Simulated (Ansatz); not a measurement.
Run report: Si$_{48}$C$_{47}$, single-point calculation (part 2 of 2)

The same run, continued: Si$_{48}$C$_{47}$ (defect cell, 95 atoms in the cell); DFT, r2SCAN, PAW, plane waves (Ansatz 0.2.0); cutoff 500 eV, 1×1×1 k-mesh, Fermi–Dirac smearing of 0.01 eV. 

**Output, continued**
```
--- Forces (eV/Å), atoms counted from 1 ---
  atom   1  Si    -0.02215117     0.00951802     0.00193275
  atom   2  Si    -0.00297806     0.00863797    -0.01164135
  atom   3  Si     0.00530347    -0.00986719    -0.02050640
  atom   4  Si     0.02445167    -0.01865361    -0.00742916
  atom   5  Si     0.00158772    -0.03620426     0.01953692
  atom   6  Si    -0.06551355    -0.03966872     0.03643421
  atom   7  Si    -0.02930988    -0.02946045     0.06689656
  atom   8  Si    -0.03002015     0.02180340     0.01317722
  atom   9  Si     0.00679084     0.01663159     0.00009635
  atom  10  Si     0.05852558     0.08471559     0.05761195
  atom  11  Si     0.02128441    -0.00671669    -0.00092086
  atom  12  Si    -0.02143168     0.00587384    -0.00983343
  atom  13  Si     0.00140953     0.00075359    -0.00350754
  atom  14  Si     0.00281724     0.00266368    -0.00223239
  atom  15  Si     0.00697679    -0.00235529    -0.00347776
  atom  16  Si     0.00629138     0.00309889    -0.00209871
  atom  17  Si    -0.02173383     0.02686718    -0.01516678
  atom  18  Si    -0.00888825    -0.03322204    -0.09652964
  atom  19  Si     0.01061138    -0.02329076    -0.00975458
  atom  20  Si     0.00841423    -0.00529989    -0.00021634
  atom  21  Si    -0.01554298     0.00297851    -0.00738269
  atom  22  Si     0.00247236    -0.00828578     0.00097378
  atom  23  Si    -0.00371433    -0.00420438    -0.00186118
  atom  24  Si     0.00325068     0.00396448     0.00101487
  atom  25  Si     0.00076117    -0.00194753    -0.00234602
  atom  26  Si     0.00176717    -0.00204006    -0.00189162
  atom  27  Si     0.00293987     0.00683533     0.00804679
  atom  28  Si     0.02067775     0.01379226     0.00089461
  atom  29  Si     0.01146804    -0.00032311     0.00343454
  atom  30  Si    -0.00819586     0.00419541    -0.00548395
  atom  31  Si    -0.00655254    -0.00052750    -0.00204228
  atom  32  Si     0.00029454     0.00389113     0.00175593
  atom  33  Si     0.00398853    -0.00452776    -0.00051572
  atom  34  Si    -0.00157529    -0.00391081    -0.00595135
  atom  35  Si    -0.02365459    -0.01482547     0.01622457
  atom  36  Si    -0.00144134    -0.00613988    -0.00807727
  atom  37  Si     0.00406816     0.00106118     0.00110878
  atom  38  Si     0.00398803     0.00077738     0.00518427
  atom  39  Si     0.00547863     0.00222052     0.00874129
  atom  40  Si    -0.00122898     0.00037072     0.00132494
  atom  41  Si    -0.00120888     0.00147407    -0.00262284
  atom  42  Si    -0.00099262    -0.03053157     0.02253653
  atom  43  Si    -0.02437841     0.00862275     0.01302450
  atom  44  Si     0.00136573     0.00068758    -0.00086613
  atom  45  Si    -0.00094611     0.00389733     0.00547600
  atom  46  Si     0.01867800     0.00948544     0.01107431
  atom  47  Si    -0.00161101    -0.00234822     0.00620177
  atom  48  Si     0.00279701    -0.00449034     0.00296479
  atom  49  C     -0.00663472    -0.00261566    -0.00817754
  atom  50  C     -0.00331329    -0.00535707    -0.00084635
  atom  51  C     -0.00517120    -0.00187479    -0.00543662
  atom  52  C      0.00013290     0.00519377    -0.00172570
  atom  53  C      0.00217210    -0.00463382    -0.00082643
  atom  54  C      0.00938448    -0.02038880    -0.04802491
  atom  55  C     -0.01058137     0.01612215    -0.03793955
  atom  56  C     -0.00971517     0.00123336     0.00002542
  atom  57  C      0.00197934     0.00094741    -0.00112916
  atom  58  C      0.01783651     0.00994538    -0.03353437
  atom  59  C     -0.00016353     0.00275013    -0.00222896
  atom  60  C     -0.00231144    -0.00011066    -0.00588344
  atom  61  C      0.00575481    -0.00335324    -0.00328956
  atom  62  C      0.00279772    -0.00706634    -0.00066582
  atom  63  C     -0.00514992     0.00112920     0.00454573
  atom  64  C     -0.00400248     0.01009288    -0.00077981
  atom  65  C     -0.00505306     0.00558370     0.00017792
  atom  66  C     -0.00757663    -0.01069673     0.02257838
  atom  67  C     -0.01921985    -0.00080145     0.03203943
  atom  68  C      0.00559665    -0.00950573    -0.00426584
  atom  69  C     -0.00074501     0.00204756    -0.00341449
  atom  70  C      0.02958952     0.01701478     0.00800499
  atom  71  C      0.00018867    -0.00295225    -0.00422005
  atom  72  C      0.01248447     0.00318031    -0.00045052
  atom  73  C      0.00855494     0.00694777     0.00010359
  atom  74  C     -0.00324086    -0.00789508     0.01221240
  atom  75  C     -0.04937121    -0.01841832    -0.00211649
  atom  76  C      0.00369232    -0.00524830     0.00846899
  atom  77  C      0.06425651    -0.04203512    -0.02046692
  atom  78  C     -0.01029844     0.08219136    -0.02297760
  atom  79  C      0.00947731     0.01643878    -0.00628715
  atom  80  C      0.00901609    -0.00046203     0.00533396
  atom  81  C      0.00615630     0.00583704     0.01614040
  atom  82  C     -0.00886651     0.01029623     0.00145248
  atom  83  C      0.02064566    -0.01673136    -0.00283819
  atom  84  C     -0.00439812    -0.00248642     0.00187085
  atom  85  C     -0.00016708    -0.00101004     0.00431446
  atom  86  C      0.00249760     0.00768961    -0.00010145
  atom  87  C      0.00077674     0.00632888    -0.01120051
  atom  88  C      0.00773786    -0.00383670     0.01485177
  atom  89  C     -0.00178366     0.00174524     0.00634315
  atom  90  C     -0.00203035     0.00138109     0.00370847
  atom  91  C      0.00099114     0.00207935    -0.00352769
  atom  92  C      0.00089528    -0.00108838    -0.00178318
  atom  93  C     -0.00156858     0.00170395     0.00702883
  atom  94  C     -0.00605489    -0.00636695    -0.00092998
  atom  95  C     -0.00064709     0.00093645     0.00257908
  max |Σ_I F_I| component: 1.42e-4 eV/Å
--- Band table (eV) ---
  k-point 0 ↑: bands = ["-6.6430", "-6.0991", "-6.0196", "-5.9021", "-5.4844", "-5.3795", "-5.2949", "-5.0304", "-4.8497", "-4.7662", ... 76 levels left out ..., "3.7065", "3.7586", "3.8324", "3.9116", "3.9655", "4.0266", "4.0637", "4.1189", "4.1400", "4.3343", "4.3954", "4.5306", "4.6101", "4.7040", "4.7425", "4.8027", "4.8657", "4.9276", "5.1137", "5.1667", "5.2076", "5.2401", "5.2710", "5.3572", "5.3970", "5.4268", "5.4470", "5.4852", "5.5147",
      "5.5714", "5.6008", "5.6635", "5.6832", "5.7213", "5.7394", "5.7649", "5.8089", "5.9061", "5.9528", "6.0025", "6.0376", "6.1149", "6.1429", "6.1732", "6.2227", "6.2953", "6.3738", "6.4367", "6.4812", "6.4974", "6.5410", "6.5669", "6.6127", "6.6218", "6.6896", "6.7393", "6.7837", "6.9008", "6.9395", "6.9559", "7.0023", "7.0407", "7.0725", "7.1152", "7.1452", "7.1817", "7.2047", "7.2528", "7.2788",
      "7.3180", "7.3361", "7.3790", "7.4002", "7.4476", "7.4769", "7.4937", "7.5374", "7.5763", "7.5879", "7.6401", "7.6681", "7.7096", "7.7694", "7.7938", "7.8223", "7.8794", "7.9268", "7.9453", "7.9878", "8.0574", "8.1183", "8.1634", "8.1909", "8.2802", "8.3511", "8.4396", "8.4972", "8.5526", "8.6273", "8.7004", "8.7321", "8.9187", "9.0959", "10.6592", "10.7983", "11.8362", "12.4530", "12.6083", "12.6894",
      "12.7804", "12.9666", "13.1448", "13.3652", "13.4207", "13.5138", "13.5578", "13.6223", "13.6599", "13.7245", "13.7632", "13.8817", "13.9333", "14.1072", "14.1324", "14.3386", "14.3693", "14.5538", "14.6233", "14.7194", "14.8370", "14.8531", "14.8796", "14.9112", "14.9895", "15.0125", "15.0507", "15.0911", "15.1443", "15.1991", "15.3339", "15.3922", "15.4285", "15.6037", "15.6432", "15.6884", "15.7549", "15.7817", "15.8451", "15.8950",
      "15.9151", "15.9993", "16.0572", "16.1361", "16.1758", "16.2020", "16.2220", "16.2343", "16.2863", "16.3073", "16.3435", "16.3935", "16.4302", "16.4746", "16.6102", "16.6359", "16.6962", "16.7809", "16.8224", "16.8345", "16.8956", "16.9580", "17.0073", "17.0419", "17.0751", "17.0902", "17.1435", "17.1569", "17.1799", "17.2452", "17.3406", "17.3741", "17.3968", "17.4123", "17.4780", "17.5002", "17.5365", "17.5722", "17.6094", "17.6617",
      "17.6991", "17.7397", "17.7942", "17.8249", "17.8665", "17.9111", "17.9412", "17.9755", "18.0027", "18.0188", "18.0537"]
  k-point 0 ↓: bands = ["-6.6252", "-6.0831", "-6.0008", "-5.8809", "-5.4661", "-5.3622", "-5.2671", "-5.0127", "-4.8265", "-4.7479", ... 76 levels left out ..., "3.7320", "3.7909", "3.8588", "3.9337", "3.9838", "4.0444", "4.0908", "4.1372", "4.1861", "4.3834", "4.4314", "4.5557", "4.6376", "4.7303", "4.7622", "4.8460", "4.8929", "4.9734", "5.1737", "5.1983", "5.2222", "5.2569", "5.2961", "5.3763", "5.4156", "5.4436", "5.4711", "5.4979", "5.5375",
      "5.5940", "5.6198", "5.6829", "5.6998", "5.7412", "5.7631", "5.7908", "5.8258", "5.9346", "5.9901", "6.0349", "6.0705", "6.1400", "6.1747", "6.1965", "6.2560", "6.3264", "6.3972", "6.4578", "6.5044", "6.5189", "6.5651", "6.5840", "6.6339", "6.6497", "6.7265", "6.7585", "6.8165", "6.9248", "6.9632", "6.9820", "7.0202", "7.0641", "7.0964", "7.1435", "7.1627", "7.2085", "7.2368", "7.2751", "7.3204",
      "7.3386", "7.3551", "7.3962", "7.4300", "7.4750", "7.4999", "7.5273", "7.5596", "7.5971", "7.6066", "7.6561", "7.6870", "7.7411", "7.8019", "7.8250", "7.8582", "7.9159", "7.9505", "7.9749", "8.0283", "8.0814", "8.1453", "8.1953", "8.2181", "8.3124", "8.3726", "8.4642", "8.5382", "8.5845", "8.6527", "8.7176", "8.7568", "8.9471", "9.1111", "11.7718", "11.9633", "12.0558", "12.4974", "12.6472", "12.7541",
      "12.8596", "13.0289", "13.2059", "13.4025", "13.4719", "13.5803", "13.6091", "13.6618", "13.7075", "13.7772", "13.8344", "13.9531", "14.0302", "14.1520", "14.2002", "14.4035", "14.4124", "14.5926", "14.6714", "14.7794", "14.8636", "14.8875", "14.9182", "14.9482", "15.0436", "15.0504", "15.0873", "15.1253", "15.1907", "15.2480", "15.3856", "15.4364", "15.4654", "15.6362", "15.6730", "15.7409", "15.7959", "15.8187", "15.8628", "15.9340",
      "15.9575", "16.0271", "16.0966", "16.1711", "16.2171", "16.2353", "16.2534", "16.2902", "16.3147", "16.3417", "16.3839", "16.4245", "16.4790", "16.5092", "16.6455", "16.6723", "16.7585", "16.8176", "16.8552", "16.8719", "16.9410", "16.9871", "17.0280", "17.0815", "17.1146", "17.1306", "17.1742", "17.2028", "17.2362", "17.3009", "17.3712", "17.4112", "17.4330", "17.4430", "17.5045", "17.5306", "17.5738", "17.6031", "17.6513", "17.7019",
      "17.7352", "17.7980", "17.8520", "17.8817", "17.9093", "17.9459", "17.9722", "17.9973", "18.0320", "18.0576", "18.0895"]
--- Löwdin populations: 95 sites ---
  site symbol       q [e]    m [muB]
     0     Si      2.8845     0.0014
     1     Si      2.8797     0.0101
     2     Si      2.8799    -0.0006
     3     Si      2.8851     0.0201
     4     Si      2.8909    -0.0000
     5     Si      3.1668     0.1912
     6     Si      3.1624     0.1232
     7     Si      2.8902     0.0019
     8     Si      2.8820     0.0007
     9     Si      3.2413     0.4991
    10     Si      2.8816     0.0014
    11     Si      2.8812     0.0138
    12     Si      2.8964    -0.0001
    13     Si      2.8886     0.0014
    14     Si      2.8909     0.0009
    15     Si      2.8947     0.0007
    16     Si      2.8964     0.0035
    17     Si      3.2631     0.5157
    18     Si      2.8964     0.0035
    19     Si      2.8981     0.0002
    20     Si      2.8914     0.0032
    21     Si      2.8890     0.0007
    22     Si      2.8957     0.0003
    23     Si      2.8972     0.0001
    24     Si      2.8953     0.0001
    25     Si      2.8949     0.0003
    26     Si      2.8946     0.0109
    27     Si      2.8893     0.0003
    28     Si      2.8933     0.0104
    29     Si      2.8954     0.0002
    30     Si      2.8953     0.0001
    31     Si      2.8892     0.0007
    32     Si      2.8882     0.0007
    33     Si      2.8950     0.0002
    34     Si      2.8937     0.0175
    35     Si      2.8958     0.0006
    36     Si      2.8807     0.0001
    37     Si      2.8792     0.0007
    38     Si      2.8777     0.0004
    39     Si      2.8799     0.0022
    40     Si      2.8812     0.0003
    41     Si      2.8770     0.0148
    42     Si      2.8762     0.0136
    43     Si      2.8807     0.0009
    44     Si      2.8800     0.0007
    45     Si      2.8802     0.0144
    46     Si      2.8796     0.0008
    47     Si      2.8802     0.0009
    48      C      5.0231     0.0001
    49      C      5.0238     0.0010
    50      C      5.0263     0.0011
    51      C      5.0235     0.0012
    52      C      5.0219    -0.0001
    53      C      5.0048     0.0239
    54      C      5.0033     0.0194
    55      C      5.0219     0.0001
    56      C      5.0247     0.0008
    57      C      5.0030     0.0292
    58      C      5.0248     0.0010
    59      C      5.0235     0.0014
    60      C      5.0229     0.0003
    61      C      5.0239     0.0011
    62      C      5.0246     0.0007
    63      C      5.0242     0.0018
    64      C      5.0219     0.0015
    65      C      5.0102     0.0359
    66      C      5.0107     0.0333
    67      C      5.0219     0.0006
    68      C      5.0238     0.0005
    69      C      5.0113     0.0392
    70      C      5.0235     0.0006
    71      C      5.0235     0.0010
    72      C      5.0330     0.0007
    73      C      5.0239     0.0462
    74      C      5.0174     0.0495
    75      C      5.0316    -0.0015
    76      C      4.9937    -0.0009
    77      C      4.9951     0.0082
    78      C      5.0259     0.0055
    79      C      5.0070     0.0146
    80      C      5.0169     0.0286
    81      C      5.0330    -0.0009
    82      C      5.0267     0.0102
    83      C      5.0358     0.0000
    84      C      5.0352     0.0002
    85      C      5.0353     0.0180
    86      C      5.0411     0.0014
    87      C      5.0351     0.0160
    88      C      5.0341     0.0000
    89      C      5.0339     0.0002
    90      C      5.0358    -0.0003
    91      C      5.0373     0.0007
    92      C      5.0352     0.0005
    93      C      5.0361     0.0241
    94      C      5.0333    -0.0000
  spilling = 0.010538 (of n_electrons = 380.000000)
```

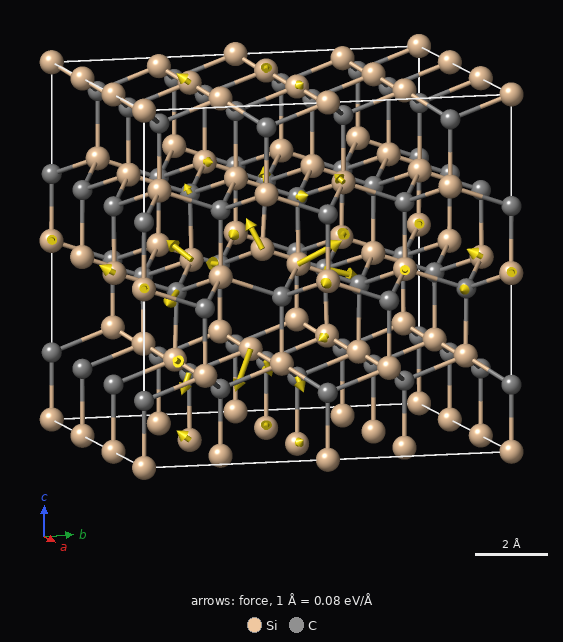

**Figure 1.** Forces on the atoms as yellow arrows (ball-and-stick view of the cell of the calculation, seen slightly off an axis); the smallest are left out. The largest act on Si10 (0.12 eV/Å); Si18 (0.10 eV/Å); C78 (0.09 eV/Å); Si6 (0.08 eV/Å), among others. Atoms are counted from 1 in the order of the input and aren't labelled in the picture. 

**Key numbers**

- outcome: converged
- electrons treated: 380
- free energy: −42527.2523 eV
- Fermi energy: 11.285 eV
- net moment of the cell: 2.00 μB
- largest force (length of the vector): 0.118 eV/Å
- wall time: 7.3 s (CPU time 29 s)
- peak memory: 3.5 GiB

Warnings of the run: the state was not tested for a lower one. The k-point mesh is coarse for a cell of this size, so the results may not be converged.
